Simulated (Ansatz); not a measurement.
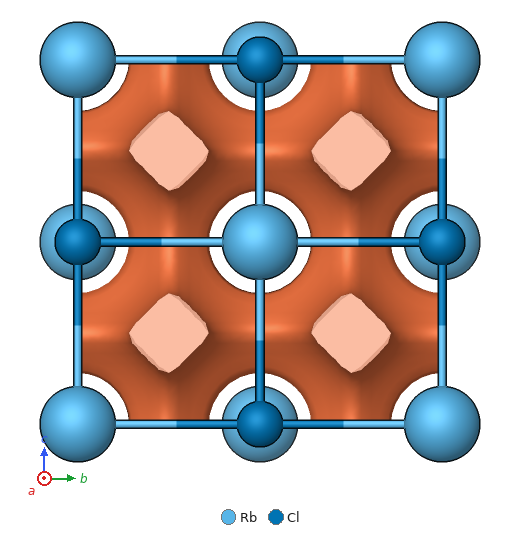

Crystal voids of RbCl (Fm-3m): the orange surface encloses the regions where the procrystal electron density, the sum of the densities of spherically averaged neutral Hartree-Fock atoms, is below 0.007 e/bohr³ (1×1×1 cells, view along the a axis). No self-consistent density enters. Pale faces close the region where the drawn box cuts it. From Rb on the atoms have core potentials, so only their outer electrons count. The usual level for crystal voids is 0.002 e/bohr³; this crystal has almost no region below it, so a higher level is used, which marks the interstitial space of lowest density.

Source of the atomic positions: the end point of a relaxation with Ansatz 0.2.0, DFT, LDA, plane waves, PAW.

```
CELL_PARAMETERS angstrom
6.37812 0.00000 0.00000
0.00000 6.37812 0.00000
0.00000 0.00000 6.37812
ATOMIC_POSITIONS crystal
Rb 0.00000 0.00000 0.00000
Cl 0.50000 0.00000 0.00000
Rb 0.00000 0.50000 0.50000
Cl 0.50000 0.50000 0.50000
Rb 0.50000 0.00000 0.50000
Cl 0.00000 0.00000 0.50000
Rb 0.50000 0.50000 0.00000
Cl 0.00000 0.50000 0.00000
```

> What share of the cell is void by this measure?

The voids take about 36 % of the cell (95 Å³ of 259.5 Å³) and are bounded by about 200 Å² of surface per cell.

> Are the voids connected in the whole crystal?

Where they connect, they form a three-dimensional network.

> How low does the density fall, and where?

To about 0.0029 e/bohr³ near 0.25, 0.25, 0.25 (fractional), 2.8 Å from the nearest nucleus.

> At what density do the voids first join through the crystal?

At about 0.0038 e/bohr³, as a three-dimensional network.
